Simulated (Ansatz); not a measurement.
# Single-point calculation, with input and output: Ge (part 2 of 2)

Continued. System: Ge (32 atoms in the cell). Method: DFT PBE, scalar-relativistic, plane waves, PAW, no spin polarisation (Ansatz 0.2.0); cutoff 420 eV, 3×3×3 k-mesh, Gaussian smearing of 0.1 eV. The structure derives from an entry of the Crystallography Open Database.

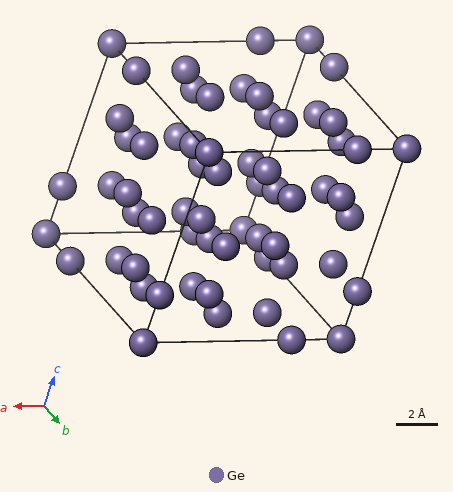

*The input geometry (spheres-only view of the cell of the calculation, seen at an oblique angle). An atom can appear more than once, as a periodic image.*

What the program printed, continued
```
  k-point 1: bands = ["-16.9000", "-16.8947", "-16.8944", "-16.8944", "-16.8944", "-16.8944", "-16.8893", "-16.8893", "-16.8866", "-16.8866", "-16.8866", "-16.8866", "-16.8865", "-16.8865", "-16.8857", "-16.8853", "-16.8847", "-16.8847", "-16.8847", "-16.8847", "-16.8833", "-16.8833", "-16.8833", "-16.8833", "-16.8775", "-16.8775", "-16.8775", "-16.8775", "-16.8771", "-16.8735", "-16.8649", "-16.8598", "-16.8537", "-16.8406", "-16.8337", "-16.8337", "-16.8337", "-16.8337", "-16.8234", "-16.8234",
      "-16.8205", "-16.8205", "-16.8145", "-16.8124", "-16.8124", "-16.8124", "-16.8124", "-16.8092", "-16.8077", "-16.8069", "-16.8004", "-16.7904", "-16.7904", "-16.7904", "-16.7904", "-16.7851", "-16.7813", "-16.7743", "-16.7743", "-16.7731", "-16.7731", "-16.7730", "-16.7730", "-16.7730", "-16.7730", "-16.7720", "-16.7720", "-16.7720", "-16.7720", "-16.7572", "-16.7572", "-16.7572", "-16.7572", "-16.7504", "-16.7504", "-16.7469", "-16.7448", "-16.7448", "-16.7423", "-16.7297",
      "-16.7297", "-16.7294", "-16.7294", "-16.7221", "-16.7136", "-16.7089", "-16.7089", "-16.7085", "-16.7085", "-16.7085", "-16.7085", "-16.7007", "-16.7007", "-16.6997", "-16.6956", "-16.6956", "-16.6956", "-16.6956", "-16.6906", "-16.6906", "-16.6906", "-16.6906", "-16.6809", "-16.6809", "-16.6797", "-16.6757", "-16.6752", "-16.6736", "-16.6736", "-16.6736", "-16.6736", "-16.6669", "-16.6669", "-16.6669", "-16.6669", "-16.6666", "-16.6641", "-16.6641", "-16.6586", "-16.6586",
      "-16.6575", "-16.6552", "-16.6552", "-16.6552", "-16.6552", "-16.6516", "-16.6433", "-16.6323", "-16.6291", "-16.6160", "-16.6137", "-16.6053", "-16.6053", "-16.6053", "-16.6053", "-16.6029", "-16.5981", "-16.5981", "-16.5981", "-16.5981", "-16.5949", "-16.5949", "-16.5949", "-16.5949", "-16.5936", "-16.5936", "-16.5928", "-16.5926", "-16.5925", "-16.5925", "-16.5925", "-16.5925", "-16.5922", "-16.5922", "-16.5864", "-16.5864", "-16.5864", "-16.5864", "-16.5842", "-16.5800",
      "-4.2818", "-3.6597", "-3.0868", "-3.0868", "-3.0868", "-3.0868", "-2.4905", "-2.4905", "-2.1667", "-2.1667", "-2.1667", "-2.1667", "-1.8345", "-1.8345", "-1.6840", "-1.0002", "-0.5615", "0.1936", "0.3608", "0.3608", "0.5928", "0.5928", "0.5928", "0.5928", "1.2059", "1.2059", "1.8377", "1.8377", "1.8377", "1.8377", "3.1770", "3.7066", "4.1982", "4.2709", "4.2709", "4.2709", "4.2709", "4.4130", "4.4130", "4.7860",
      "4.7860", "4.9814", "4.9814", "5.1743", "5.2997", "5.2997", "5.2997", "5.2997", "5.3233", "5.4949", "5.5871", "5.5871", "5.7044", "5.8681", "5.8681", "5.8681", "5.8681", "6.4628", "6.4628", "6.4628", "6.4628", "7.0093", "7.2204", "7.7196", "8.8621", "9.0532", "9.0970", "9.0970", "9.3087", "9.5827", "9.5827", "9.5827", "9.5827", "9.5936", "9.6138", "9.6138", "9.9506", "9.9506", "9.9506", "9.9506",
      "10.3547", "10.6182", "10.6182", "10.6430", "10.7158", "10.8563", "10.8563", "11.1504", "11.1504", "11.1504", "11.1504", "11.3634", "11.5295", "11.5690", "11.5690", "11.5690", "11.5690", "11.5983", "12.2153", "12.2153"]
  k-point 2: bands = ["-16.8970", "-16.8970", "-16.8970", "-16.8970", "-16.8970", "-16.8970", "-16.8906", "-16.8906", "-16.8906", "-16.8879", "-16.8879", "-16.8879", "-16.8864", "-16.8864", "-16.8864", "-16.8864", "-16.8864", "-16.8864", "-16.8795", "-16.8795", "-16.8795", "-16.8787", "-16.8787", "-16.8787", "-16.8742", "-16.8742", "-16.8730", "-16.8730", "-16.8730", "-16.8674", "-16.8674", "-16.8674", "-16.8494", "-16.8494", "-16.8494", "-16.8432", "-16.8355", "-16.8355", "-16.8355", "-16.8246",
      "-16.8246", "-16.8246", "-16.8095", "-16.8095", "-16.8095", "-16.8095", "-16.8095", "-16.8095", "-16.8038", "-16.8038", "-16.8038", "-16.7919", "-16.7919", "-16.7919", "-16.7917", "-16.7917", "-16.7755", "-16.7755", "-16.7755", "-16.7737", "-16.7737", "-16.7737", "-16.7682", "-16.7682", "-16.7682", "-16.7542", "-16.7542", "-16.7542", "-16.7542", "-16.7542", "-16.7542", "-16.7461", "-16.7461", "-16.7461", "-16.7461", "-16.7461", "-16.7461", "-16.7445", "-16.7445", "-16.7445",
      "-16.7343", "-16.7343", "-16.7343", "-16.7301", "-16.7301", "-16.7301", "-16.7301", "-16.7301", "-16.7301", "-16.7022", "-16.7022", "-16.7022", "-16.7018", "-16.7018", "-16.7018", "-16.7018", "-16.7018", "-16.7018", "-16.6807", "-16.6807", "-16.6807", "-16.6788", "-16.6788", "-16.6788", "-16.6781", "-16.6781", "-16.6781", "-16.6727", "-16.6727", "-16.6727", "-16.6727", "-16.6727", "-16.6727", "-16.6687", "-16.6687", "-16.6628", "-16.6628", "-16.6628", "-16.6541", "-16.6541",
      "-16.6541", "-16.6527", "-16.6469", "-16.6469", "-16.6469", "-16.6408", "-16.6408", "-16.6408", "-16.6177", "-16.6177", "-16.6177", "-16.6083", "-16.6083", "-16.6083", "-16.6076", "-16.6076", "-16.6027", "-16.6027", "-16.6027", "-16.6013", "-16.6013", "-16.6013", "-16.5932", "-16.5932", "-16.5932", "-16.5927", "-16.5927", "-16.5927", "-16.5927", "-16.5927", "-16.5927", "-16.5904", "-16.5904", "-16.5904", "-16.5828", "-16.5828", "-16.5828", "-16.5828", "-16.5828", "-16.5828",
      "-3.8641", "-3.8641", "-3.8641", "-3.2971", "-2.6537", "-2.6537", "-2.6537", "-2.3643", "-2.3643", "-2.3643", "-1.7222", "-1.7222", "-1.7222", "-1.7222", "-1.7222", "-1.7222", "0.2240", "0.2240", "0.2240", "0.2240", "0.2240", "0.2240", "0.6630", "0.6630", "0.6630", "1.4127", "1.4127", "1.4127", "1.9271", "3.6028", "3.6028", "3.6028", "4.0686", "4.0686", "4.0686", "4.0686", "4.0686", "4.0686", "4.8900", "4.8900",
      "4.8900", "4.9137", "4.9137", "4.9137", "5.2705", "5.2705", "5.2705", "5.2705", "5.2705", "5.2705", "5.5943", "5.5943", "5.5943", "6.0273", "6.0273", "6.0273", "6.7201", "6.7201", "6.7201", "6.7343", "6.7343", "6.7343", "6.7785", "6.7785", "8.1179", "9.2463", "9.2463", "9.2463", "9.2589", "9.2589", "9.2589", "9.3925", "9.3925", "9.3925", "9.6490", "9.6490", "9.6490", "9.6490", "9.6490", "9.6490",
      "10.6780", "10.6780", "10.6780", "10.8287", "10.8287", "10.8288", "11.5548", "11.5548", "11.5548", "11.5923", "11.5923", "11.9264", "11.9264", "11.9264", "11.9264", "11.9264", "11.9264", "11.9431", "11.9431", "11.9431"]
  k-point 3: bands = ["-16.8985", "-16.8985", "-16.8985", "-16.8985", "-16.8940", "-16.8940", "-16.8940", "-16.8940", "-16.8917", "-16.8917", "-16.8917", "-16.8917", "-16.8810", "-16.8810", "-16.8810", "-16.8810", "-16.8785", "-16.8785", "-16.8785", "-16.8785", "-16.8782", "-16.8782", "-16.8769", "-16.8769", "-16.8769", "-16.8769", "-16.8743", "-16.8743", "-16.8743", "-16.8743", "-16.8634", "-16.8634", "-16.8622", "-16.8496", "-16.8487", "-16.8487", "-16.8487", "-16.8487", "-16.8325", "-16.8325",
      "-16.8325", "-16.8325", "-16.8099", "-16.7937", "-16.7937", "-16.7937", "-16.7937", "-16.7931", "-16.7931", "-16.7931", "-16.7931", "-16.7911", "-16.7866", "-16.7866", "-16.7866", "-16.7866", "-16.7834", "-16.7834", "-16.7834", "-16.7834", "-16.7813", "-16.7813", "-16.7813", "-16.7813", "-16.7735", "-16.7660", "-16.7660", "-16.7660", "-16.7660", "-16.7496", "-16.7496", "-16.7496", "-16.7496", "-16.7480", "-16.7466", "-16.7466", "-16.7466", "-16.7466", "-16.7338", "-16.7277",
      "-16.7277", "-16.7277", "-16.7277", "-16.7255", "-16.7255", "-16.7255", "-16.7255", "-16.7130", "-16.7130", "-16.7130", "-16.7130", "-16.7110", "-16.7110", "-16.7110", "-16.7110", "-16.6961", "-16.6961", "-16.6961", "-16.6961", "-16.6858", "-16.6858", "-16.6858", "-16.6858", "-16.6841", "-16.6782", "-16.6782", "-16.6782", "-16.6782", "-16.6773", "-16.6720", "-16.6720", "-16.6720", "-16.6720", "-16.6637", "-16.6637", "-16.6637", "-16.6637", "-16.6602", "-16.6602", "-16.6602",
      "-16.6602", "-16.6432", "-16.6347", "-16.6347", "-16.6347", "-16.6347", "-16.6308", "-16.6268", "-16.6268", "-16.6155", "-16.6113", "-16.6113", "-16.6113", "-16.6113", "-16.6049", "-16.6049", "-16.6049", "-16.6049", "-16.6037", "-16.6037", "-16.6022", "-16.6022", "-16.6022", "-16.6022", "-16.6010", "-16.6010", "-16.6010", "-16.6010", "-16.5874", "-16.5874", "-16.5874", "-16.5874", "-16.5849", "-16.5849", "-16.5849", "-16.5849", "-16.5811", "-16.5811", "-16.5811", "-16.5811",
      "-4.0670", "-3.4421", "-3.4421", "-3.4421", "-3.4421", "-2.8076", "-2.5849", "-2.5849", "-2.5849", "-2.5849", "-1.4488", "-1.4488", "-1.4488", "-1.4488", "-0.7525", "-0.7525", "-0.7525", "-0.7525", "-0.0121", "-0.0121", "-0.0121", "-0.0121", "0.7107", "0.7107", "0.7107", "0.7107", "1.7310", "2.8433", "2.8433", "2.8433", "2.8433", "3.8895", "3.8895", "3.8895", "3.8895", "4.3832", "4.3832", "4.3832", "4.3832", "4.5986",
      "4.8969", "4.8969", "4.8969", "4.8969", "5.4312", "5.4312", "5.5588", "5.5588", "5.5588", "5.5588", "5.7628", "5.7628", "5.7628", "5.7628", "6.1730", "6.1730", "6.1730", "6.1730", "6.5285", "6.5285", "6.5285", "6.5285", "6.6746", "6.6746", "8.5979", "8.6534", "8.6534", "8.6534", "8.6534", "9.4736", "9.5732", "9.5732", "9.5732", "9.5732", "9.8252", "10.3066", "10.5246", "10.5246", "10.5246", "10.5246",
      "10.5255", "10.5255", "10.5255", "10.5255", "10.9398", "10.9398", "10.9398", "10.9398", "11.5510", "11.5510", "11.5510", "11.5510", "11.7724", "11.7724", "11.7724", "11.7724", "12.1399", "12.1399", "12.1936", "12.1936"]
```

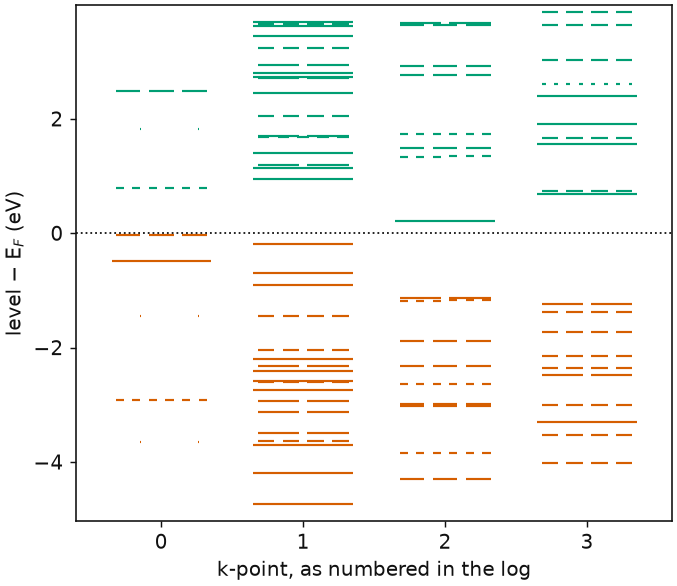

*Kohn–Sham levels near the Fermi level (dotted) at the few k-points that the log prints; levels within 0.02 eV of each other stand side by side.*

The system is metallic on the full mesh.

Results in brief

| quantity | value |
| --- | --- |
| outcome | converged |
| space group (tolerance 0.01 Å) | Fd-3m (227) |
| electrons treated | 448 |
| free energy | −137439.4589 eV |
| Fermi energy | 7.908 eV |
| gap on the k-point mesh | none (metallic) |
| pressure | 0.03 GPa |
| largest force (length of the vector) | under 0.001 eV/Å |
| hardware | 8 threads of Oxide Virtual Turin-like (Zen 5), 32 GiB of memory available, shared host |
| wall time | 5.8 s (CPU time 38 s) |
| peak memory | 3.7 GiB |
